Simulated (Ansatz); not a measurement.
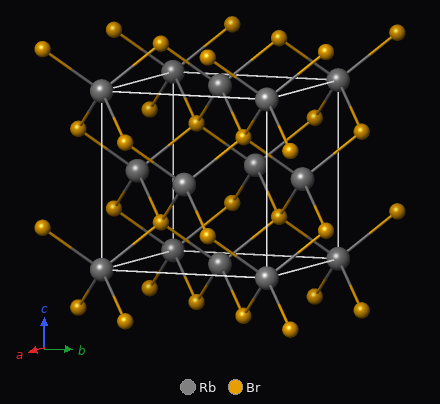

The compound is RbBr (space group F-43m, No. 216), taken as the input geometry of an electronic-structure calculation (not necessarily at equilibrium); the starting structure was generated, so it need not be a known form of this composition.

Bonds are taken as Br–Rb below 3.8 Å. The graph is simplified in the usual way: terminal and isolated atoms are pruned, two-connected atoms become edges.

**What kind of net remains, and which atoms are its nodes?**

A uninodal 4-connected, three-periodic net: Rb and Br are 4-connected nodes.

**Name the underlying net.**

It is the dia net, known from diamond, zinc blende and cristobalite.

**Is the net interpenetrated?**

It is a single net, without interpenetration.

**Give the first ten terms of the coordination sequence (nodes one, two, three … edges away).**

Rb and Br: 4, 12, 24, 42, 64, 92, 124, 162, 204, 252.

**Give the point symbol of each node (shortest cycle at each angle).**

Rb and Br: 6⁶.
